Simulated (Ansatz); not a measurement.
**Geometry relaxation, with input and output: InAs (part 1 of 2)**

System: InAs (slab, 6 atoms in the cell).
Method: DFT PBEsol, scalar-relativistic, plane waves, PAW, no spin polarisation (Ansatz 0.2.0).

The structure derives from an entry of the Crystallography Open Database. The input holds or restrains some coordinates. Forces given for the steps count only the free coordinates. It belongs to a series of runs on one base structure; here: clean slab, lower half held.

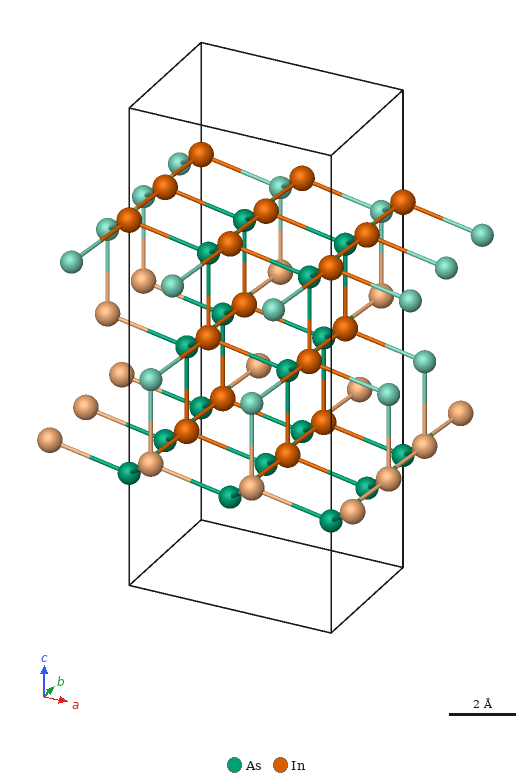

**Figure 1.** The input geometry (ball-and-stick view of the 2 × 2 repeat of the cell, with the vacuum cut short, seen slightly off an axis; neighbours outside the cell are drawn fainter). An atom can appear more than once, as a periodic image.

Summary

| quantity | value |
| --- | --- |
| outcome | converged under the restraints of the input |
| electrons treated | 84 |
| free energy | −31014.6114 eV |
| work function, top face | 3.30 eV |
| work function, bottom face | 5.62 eV |
| Fermi energy | 0.710 eV |
| gap on the k-point mesh | none (metallic) |
| final volume | 399.68 Å³ |
| work function (upper face) | 3.30 eV |
| largest force (length of the vector) at the end, held atoms and coordinates included | 0.551 eV/Å |
| hardware | 2 threads of Intel Xeon (Granite Rapids), 32 GiB of memory available, shared host |
| wall time | 23 s (CPU time 44 s) |
| peak memory | 0.69 GiB |

Input
```yaml
crystal:
  lattice:
    - [4.3044884345, 0.0, 0.0]
    - [-2.1522442173, 3.7277963346, 0.0]
    - [0.0, 0.0, 24.9078502013]
  atoms:
    - { symbol: As, position: [0.0, 0.0, 0.3412578738] }
    - { symbol: In, position: [0.3333333333, 0.6666666667, 0.3765339018] }
    - { symbol: As, position: [0.3333333333, 0.6666666667, 0.482361986] }
    - { symbol: In, position: [0.6666666667, 0.3333333333, 0.517638014] }
    - { symbol: As, position: [0.6666666667, 0.3333333333, 0.6234660982] }
    - { symbol: In, position: [0.0, 0.0, 0.6587421262] }
basis:
  ecutwfc: 420
kpoints:
  mp_grid: { grid: [9, 9, 1] }
hamiltonian:
  xc: pbesol
scf:
  occupations: { method: gaussian, width: 0.1 }
output:
  forces: true
  eigenvalues: true
  write_density: true
  write_potential: true
  elf: true
  volumetric_format: npy
relax:
  adjacent_minimum: "off"
  f_tol: 0.03
  max_steps: 70
  constraints: [{ sites: [0, 1, 2] }]
efield:
  axis: 3
  dipole_correction: true
  ramp_width: 0.04
```

Launch command:
```bash
ansatz run input.yaml --threads 2 --pin off --max-ram 5120MiB --backend cpu --events-out ev --progress --plain --runs-dir out
```

What the program printed
```
Engine: ansatz 0.2.0, x86_64-unknown-linux-gnu
Pseudopotentials: kind: paw
Pseudopotential: As, paw, valence charge 15, recommended cutoff 420 eV (normal), As.paw.azcp
Pseudopotential: In, paw, valence charge 13, recommended cutoff 420 eV (normal), In.paw.azcp
Functional definition: PBEsol
  exchange = pbesol_x
  correlation = pbesol_c
Crystal: 6 atoms, lattice volume = 399.678 Å³
Basis set: ecut = 420 eV, 7721 PW (Γ), exchange–correlation on 60×60×360 points (8 copies of the dense FFT grid, shifted against one another)
Bands: 51, of which v1, the nominal top of the filled ones, is band 42 counted from 1 (41 counted from 0)
Symmetry: 6 space group operations
Space group: P3m1 (ITA 156), of the structure as read, at distance tolerance 7.4e-5 Å
k-points: 12 of 81 (time reversal used)
Non-local potential: As, projectors of the file, l = 0: 2, l = 1: 2, l = 2: 3, l = 3: 1
Non-local potential: In, projectors of the file, l = 0: 2, l = 1: 2, l = 2: 2, l = 3: 2
PAW form: soft (Blöchl's): semilocal exchange-correlation on the pseudo side does not see the compensation charge
PAW frozen core: As, regenerated for the run's functional, and the local potential with it (the file was generated under x = pbe(κ = 0.804, μ = 0.2195149727645171), c = pbe(β = 0.06672455060314922))
PAW frozen core: In, regenerated for the run's functional, and the local potential with it (the file was generated under x = pbe(κ = 0.804, μ = 0.2195149727645171), c = pbe(β = 0.06672455060314922))
PAW one-centre angular grid: As, 590 points (default); XC on 64 Gauss nodes
PAW one-centre angular grid: In, 590 points (default); XC on 64 Gauss nodes
Initial density: superposition of atomic densities (neutral atoms: chi_scale 0, normalization atom), corrected by the library's trained network
Initial wavefunctions: pseudopotential atomic-orbital guess
Functional: x = pbesol(κ = 0.804, μ = 0.12345679012345678), c = pbesol(β = 0.046)
SCF iter   1: F=—  HF=-31014.628902 eV  |F-HF|=—  |Δ(HF+E_count)|=         —  Δρ=4.04e-3  dr2=1.19e0  ethr=1.77e-3  p=0.176 e·Å  D=7.95e-2 V/Å  ΔV_dip=-1.98 eV  dr2_dipole=5.70e-1  V_vac-E_F(+/−)=3.45/5.43 eV  ⟨swp⟩=7.1  Hψ=2564  notcnv=0  defer=1
efield: sawtooth ramp at fractional position 0.9800 (placed from the atoms, in the widest stretch of the axis that holds none; the zero of the levels goes with the place), width 0.0400; the density the first Hamiltonian is built on has a dipole p = 0.176 e·Å; the dipole correction subtracts the counter field D = 7.95e-2 V/Å, which shifts the + side's vacuum level by -1.98 eV against the − side's; the planar-averaged density in the ramp window peaks in size at 2.4e-6 e/Å³
preconditioner: auto → LDOS  [insulator: Δε(μ)=0.168 eV  Ē_g=13.334 eV  σ=0.100 eV  W_gap=0.67  n_scr=70 (ndim 8)  ℏωp=13.6 eV  f_vac=0.551  D(μ)=1.41/eV (n_scr^D=6)  ε∞_Penn≈2.0  β→1.0]
SCF iter   2: F=—  HF=-31014.713723 eV  |F-HF|=—  |Δ(HF+E_count)|=   8.48e-2  Δρ=9.33e-3  dr2=9.52e0  ethr=1.42e-3  p=0.235 e·Å  D=1.06e-1 V/Å  ΔV_dip=-2.65 eV  dr2_dipole=5.63e0  V_vac-E_F(+/−)=3.24/5.89 eV  ⟨swp⟩=2.9  Hψ=821  notcnv=1  defer=32  recentre
SCF iter   3: F=—  HF=-31014.584708 eV  |F-HF|=—  |Δ(HF+E_count)|=   1.29e-1  Δρ=2.05e-3  dr2=3.69e-1  ethr=1.42e-3  p=0.184 e·Å  D=8.35e-2 V/Å  ΔV_dip=-2.08 eV  dr2_dipole=1.84e-1  V_vac-E_F(+/−)=3.43/5.51 eV  ⟨swp⟩=2.6  Hψ=695  notcnv=0  defer=32
SCF iter   4: F=—  HF=-31014.573078 eV  |F-HF|=—  |Δ(HF+E_count)|=   1.16e-2  Δρ=6.95e-4  dr2=4.70e-3  ethr=4.40e-4  p=0.194 e·Å  D=8.77e-2 V/Å  ΔV_dip=-2.18 eV  dr2_dipole=4.04e-4  V_vac-E_F(+/−)=3.41/5.59 eV  ⟨swp⟩=1.1  Hψ=709  notcnv=0  defer=32
SCF iter   5: F=—  HF=-31014.572001 eV  |F-HF|=—  |Δ(HF+E_count)|=   1.08e-3  Δρ=2.88e-4  dr2=5.25e-3  ethr=5.59e-6  p=0.194 e·Å  D=8.77e-2 V/Å  ΔV_dip=-2.18 eV  dr2_dipole=3.28e-3  V_vac-E_F(+/−)=3.42/5.60 eV  ⟨swp⟩=2.0  Hψ=842  notcnv=0  defer=32
SCF iter   6: F=—  HF=-31014.571917 eV  |F-HF|=—  |Δ(HF+E_count)|=   8.42e-5  Δρ=1.93e-4  dr2=1.25e-3  ethr=5.59e-6  p=0.193 e·Å  D=8.73e-2 V/Å  ΔV_dip=-2.17 eV  dr2_dipole=8.14e-4  V_vac-E_F(+/−)=3.44/5.61 eV  ⟨swp⟩=1.0  Hψ=580  notcnv=0  defer=32
SCF iter   7: F=—  HF=-31014.571886 eV  |F-HF|=—  |Δ(HF+E_count)|=   3.03e-5  Δρ=9.90e-5  dr2=5.31e-4  ethr=1.49e-6  p=0.192 e·Å  D=8.69e-2 V/Å  ΔV_dip=-2.17 eV  dr2_dipole=3.47e-4  V_vac-E_F(+/−)=3.44/5.60 eV  ⟨swp⟩=1.0  Hψ=582  notcnv=0  defer=32
SCF iter   8: F=-31014.571865 eV  HF=-31014.571874 eV  |F-HF|=9.23e-6  |Δ(HF+E_count)|=   1.25e-5  Δρ=3.01e-5  dr2=1.16e-5  ethr=2.68e-8  p=0.191 e·Å  D=8.64e-2 V/Å  ΔV_dip=-2.15 eV  dr2_dipole=3.22e-8  V_vac-E_F(+/−)=3.45/5.60 eV  ⟨swp⟩=19.9  Hψ=5916  notcnv=0
SCF 1 converged in 8 iterations: F = -31014.571865 eV  dr2 = 1.16e-5
  greatest PAW one-centre occupation: 0.999 electrons in one spin orbital (limit 2), on the As atom at site 0 (counted from 0), in its partial waves of l = 2
relax step   1: F+E_penalty+E_count = -31014.57186462 eV  Δ(F+E_penalty+E_count) = +0.000e0 eV  max|allowed force component| = 6.335e-1 eV/Å  Δτ_max = 0.0000 Å  (8 SCF iters, dr2 threshold 2.25e-5 eV, accepted)
Initial density: handed on by an earlier stage of this run
Initial wavefunctions: those handed on with the density
iter 1 solved again at ethr=9.25e-4 eV; its pass at ethr=3.10e-3 eV (dr2=7.77e-1 eV) is discarded
SCF iter   1: F=—  HF=-31014.635203 eV  |F-HF|=—  |Δ(HF+E_count)|=         —  Δρ=3.03e-3  dr2=7.65e-1  ethr=9.25e-4  p=0.191 e·Å  D=8.64e-2 V/Å  ΔV_dip=-2.15 eV  dr2_dipole=4.27e-1  V_vac-E_F(+/−)=3.33/5.48 eV  ⟨swp⟩=1.0  Hψ=2118  notcnv=0  defer=31
efield: sawtooth ramp at fractional position 0.9800 (handed on by an earlier solve), width 0.0400; the density the first Hamiltonian is built on has a dipole p = 0.191 e·Å; the dipole correction subtracts the counter field D = 8.64e-2 V/Å, which shifts the + side's vacuum level by -2.15 eV against the − side's; the planar-averaged density in the ramp window peaks in size at 3.2e-7 e/Å³
preconditioner: auto → LDOS  [insulator: Δε(μ)=0.126 eV  Ē_g=13.394 eV  σ=0.100 eV  W_gap=0.63  n_scr=70 (ndim 8)  ℏωp=13.6 eV  f_vac=0.553  D(μ)=1.37/eV (n_scr^D=6)  ε∞_Penn≈2.0  β→1.0]
SCF iter   2: F=—  HF=-31014.689025 eV  |F-HF|=—  |Δ(HF+E_count)|=   5.38e-2  Δρ=6.80e-3  dr2=4.74e0  ethr=9.11e-4  p=0.250 e·Å  D=1.13e-1 V/Å  ΔV_dip=-2.82 eV  dr2_dipole=2.83e0  V_vac-E_F(+/−)=3.13/5.95 eV  ⟨swp⟩=2.5  Hψ=685  notcnv=0  defer=31  recentre
SCF iter   3: F=—  HF=-31014.617710 eV  |F-HF|=—  |Δ(HF+E_count)|=   7.13e-2  Δρ=1.70e-3  dr2=2.53e-1  ethr=9.11e-4  p=0.199 e·Å  D=9.01e-2 V/Å  ΔV_dip=-2.25 eV  dr2_dipole=1.42e-1  V_vac-E_F(+/−)=3.30/5.55 eV  ⟨swp⟩=2.2  Hψ=760  notcnv=0  defer=31
SCF iter   4: F=—  HF=-31014.611056 eV  |F-HF|=—  |Δ(HF+E_count)|=   6.65e-3  Δρ=2.55e-4  dr2=5.16e-4  ethr=3.01e-4  p=0.208 e·Å  D=9.41e-2 V/Å  ΔV_dip=-2.34 eV  dr2_dipole=9.73e-5  V_vac-E_F(+/−)=3.27/5.62 eV  ⟨swp⟩=1.0  Hψ=581  notcnv=0  defer=31
SCF iter   5: F=—  HF=-31014.610835 eV  |F-HF|=—  |Δ(HF+E_count)|=   2.21e-4  Δρ=1.07e-4  dr2=5.19e-4  ethr=6.15e-7  p=0.207 e·Å  D=9.39e-2 V/Å  ΔV_dip=-2.34 eV  dr2_dipole=2.63e-4  V_vac-E_F(+/−)=3.28/5.62 eV  ⟨swp⟩=2.0  Hψ=867  notcnv=0  defer=31
SCF iter   6: F=—  HF=-31014.610829 eV  |F-HF|=—  |Δ(HF+E_count)|=   5.91e-6  Δρ=5.15e-5  dr2=1.98e-4  ethr=6.15e-7  p=0.207 e·Å  D=9.39e-2 V/Å  ΔV_dip=-2.34 eV  dr2_dipole=9.97e-5  V_vac-E_F(+/−)=3.29/5.63 eV  ⟨swp⟩=1.0  Hψ=585  notcnv=0  defer=31
SCF iter   7: F=-31014.610824 eV  HF=-31014.610826 eV  |F-HF|=1.75e-6  |Δ(HF+E_count)|=   3.09e-6  Δρ=1.51e-5  dr2=2.91e-6  ethr=2.99e-8  p=0.207 e·Å  D=9.39e-2 V/Å  ΔV_dip=-2.34 eV  dr2_dipole=7.26e-7  V_vac-E_F(+/−)=3.29/5.63 eV  ⟨swp⟩=18.6  Hψ=5807  notcnv=0
SCF 2 converged in 7 iterations: F = -31014.610824 eV  dr2 = 2.91e-6
relax step   2: F+E_penalty+E_count = -31014.61082402 eV  Δ(F+E_penalty+E_count) = -3.896e-2 eV  max|allowed force component| = 7.186e-2 eV/Å  Δτ_max = 0.0840 Å  (7 SCF iters, dr2 threshold 2.51e-5 eV, accepted)
SCF iter   1: F=—  HF=-31014.611867 eV  |F-HF|=—  |Δ(HF+E_count)|=         —  Δρ=5.42e-4  dr2=6.82e-3  ethr=7.75e-4  p=0.207 e·Å  D=9.39e-2 V/Å  ΔV_dip=-2.34 eV  dr2_dipole=3.66e-3  V_vac-E_F(+/−)=3.30/5.64 eV  ⟨swp⟩=3.0  Hψ=994  notcnv=0  defer=33
efield: sawtooth ramp at fractional position 0.9800 (handed on by an earlier solve), width 0.0400; the density the first Hamiltonian is built on has a dipole p = 0.207 e·Å; the dipole correction subtracts the counter field D = 9.39e-2 V/Å, which shifts the + side's vacuum level by -2.34 eV against the − side's; the planar-averaged density in the ramp window peaks in size at 3.4e-7 e/Å³
preconditioner: auto → LDOS  [insulator: Δε(μ)=0.126 eV  Ē_g=13.370 eV  σ=0.100 eV  W_gap=0.56  n_scr=70 (ndim 8)  ℏωp=13.6 eV  f_vac=0.552  D(μ)=3.27/eV (n_scr^D=8)  ε∞_Penn≈2.0  β→1.0]
SCF iter   2: F=—  HF=-31014.611681 eV  |F-HF|=—  |Δ(HF+E_count)|=   1.86e-4  Δρ=2.26e-4  dr2=2.02e-3  ethr=8.12e-6  p=0.205 e·Å  D=9.29e-2 V/Å  ΔV_dip=-2.31 eV  dr2_dipole=1.11e-3  V_vac-E_F(+/−)=3.30/5.61 eV  ⟨swp⟩=2.0  Hψ=786  notcnv=0  defer=33
SCF iter   3: F=—  HF=-31014.611592 eV  |F-HF|=—  |Δ(HF+E_count)|=   8.85e-5  Δρ=6.83e-5  dr2=1.22e-4  ethr=2.40e-6  p=0.207 e·Å  D=9.35e-2 V/Å  ΔV_dip=-2.33 eV  dr2_dipole=6.08e-5  V_vac-E_F(+/−)=3.30/5.63 eV  ⟨swp⟩=1.8  Hψ=592  notcnv=0  defer=33
SCF iter   4: F=—  HF=-31014.611585 eV  |F-HF|=—  |Δ(HF+E_count)|=   7.19e-6  Δρ=1.86e-5  dr2=7.48e-6  ethr=1.46e-7  p=0.206 e·Å  D=9.35e-2 V/Å  ΔV_dip=-2.33 eV  dr2_dipole=2.67e-6  V_vac-E_F(+/−)=3.30/5.62 eV  ⟨swp⟩=2.5  Hψ=918  notcnv=0  defer=33
SCF iter   5: F=—  HF=-31014.611432 eV  |F-HF|=—  |Δ(HF+E_count)|=   1.53e-4  Δρ=8.91e-6  dr2=1.53e-6  ethr=8.90e-9  p=0.206 e·Å  D=9.34e-2 V/Å  ΔV_dip=-2.33 eV  dr2_dipole=3.00e-7  V_vac-E_F(+/−)=3.30/5.62 eV  ⟨swp⟩=2.0  Hψ=896  notcnv=0  defer=33
SCF iter   6: F=—  HF=-31014.611432 eV  |F-HF|=—  |Δ(HF+E_count)|=   4.34e-8  Δρ=4.42e-6  dr2=4.55e-7  ethr=1.82e-9  p=0.206 e·Å  D=9.35e-2 V/Å  ΔV_dip=-2.33 eV  dr2_dipole=2.10e-7  V_vac-E_F(+/−)=3.30/5.62 eV  ⟨swp⟩=2.2  Hψ=855  notcnv=0  defer=33
SCF iter   7: F=—  HF=-31014.611432 eV  |F-HF|=—  |Δ(HF+E_count)|=   1.16e-8  Δρ=2.04e-6  dr2=1.45e-7  ethr=5.42e-10  p=0.206 e·Å  D=9.34e-2 V/Å  ΔV_dip=-2.33 eV  dr2_dipole=7.00e-8  V_vac-E_F(+/−)=3.30/5.62 eV  ⟨swp⟩=2.0  Hψ=724  notcnv=0  defer=33
SCF iter   8: F=-31014.611432 eV  HF=-31014.611432 eV  |F-HF|=2.26e-9  |Δ(HF+E_count)|=   1.32e-8  Δρ=6.96e-7  dr2=4.54e-9  ethr=1.19e-10  p=0.206 e·Å  D=9.34e-2 V/Å  ΔV_dip=-2.33 eV  dr2_dipole=1.12e-9  V_vac-E_F(+/−)=3.30/5.62 eV  ⟨swp⟩=17.1  Hψ=4603  notcnv=0
SCF 3 converged in 8 iterations: F = -31014.611432 eV  dr2 = 4.54e-9
relax step   3: F+E_penalty+E_count = -31014.61143172 eV  Δ(F+E_penalty+E_count) = -6.077e-4 eV  max|allowed force component| = 1.300e-2 eV/Å  Δτ_max = 0.0234 Å  (8 SCF iters, accepted)
```

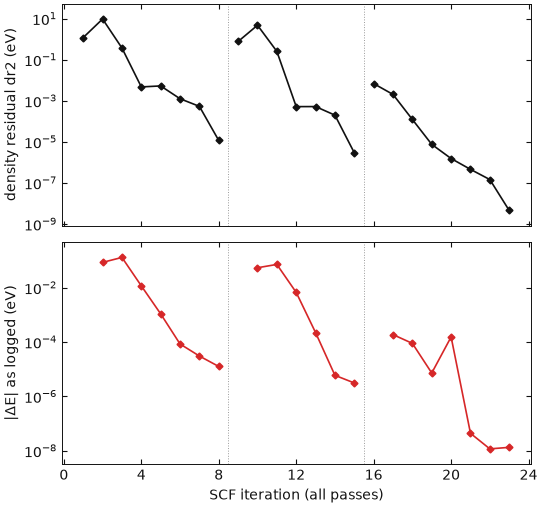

**Figure 2.** Convergence of the self-consistent field: density residual dr2 and size of the energy change against the SCF iteration. The dotted lines part the SCF passes of the relaxation: geometry steps, rejected trials and re-solves on a re-selected basis. The passes take 8, 7 and 8 iterations.

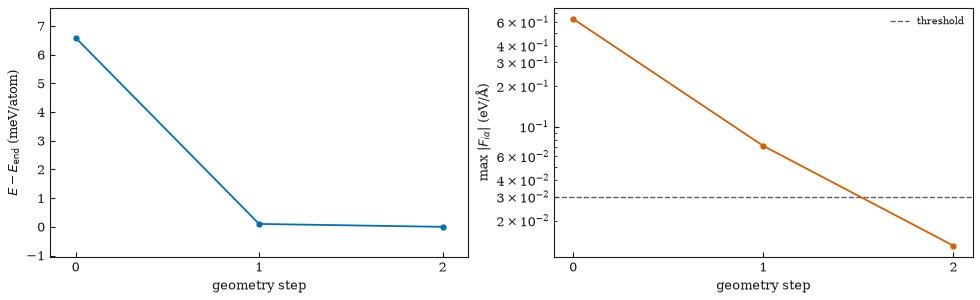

**Figure 3.** Progress of the restrained relaxation, step by step (the first geometry is step 0 here and step 1 in the log).
